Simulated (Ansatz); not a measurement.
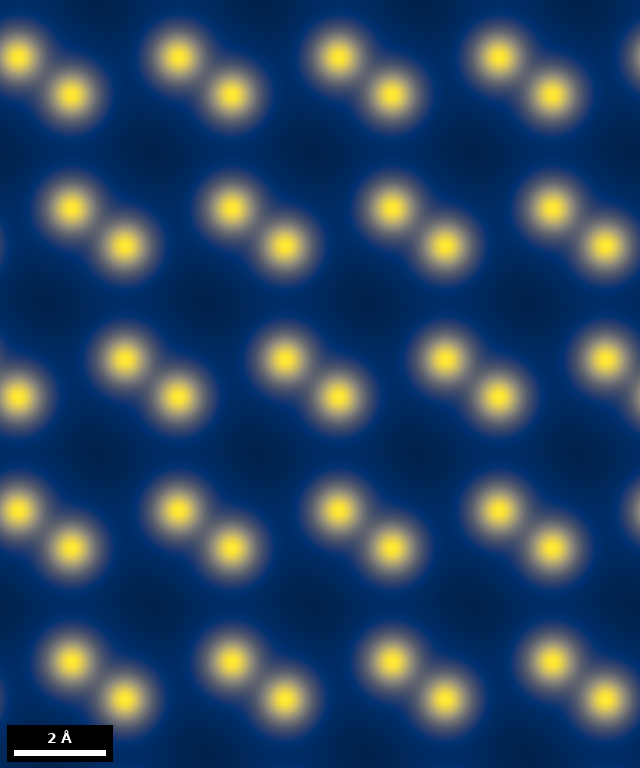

Dark-field STEM-like image of Pt (Fd-3m, No. 227). The image is simulated as a sum over atoms of Z^1.7, blurred by a 0.82 Å probe (no channelling). The probe carries 25 % of its weight in a tail 2.5 times as wide. The display is stretched by a gamma of 0.8; percentages refer to the linear signal. Model: the end point of a relaxation with Ansatz 0.2.0, DFT, m-r2SCAN, plane waves (500 eV) with PAW, scalar-relativistic; the starting structure was generated, so it need not be a known form of this composition.

```
CELL_PARAMETERS angstrom
5.72537 0.00000 0.00000
0.00000 5.72537 0.00000
0.00000 0.00000 5.72537
ATOMIC_POSITIONS crystal
Pt 0.75000 0.75000 0.75000
Pt 0.00000 0.50000 0.00000
Pt 0.75000 0.25000 0.25000
Pt 0.00000 0.00000 0.50000
Pt 0.25000 0.75000 0.25000
Pt 0.50000 0.50000 0.50000
Pt 0.25000 0.25000 0.75000
Pt 0.50000 0.00000 0.00000
```

Which beam direction gives this image, [221], [110], [210] or [211]? (Directions equivalent by symmetry count as one.)

[110]. The projected cells are 0.67 × 2.02 Å, 90° for [221]; 3.51 × 3.51 Å, 109° for [110]; 1.28 × 1.57 Å, 114° for [210]; 2.02 × 3.31 Å, 90° for [211], and the image repeats as the [110] one does.
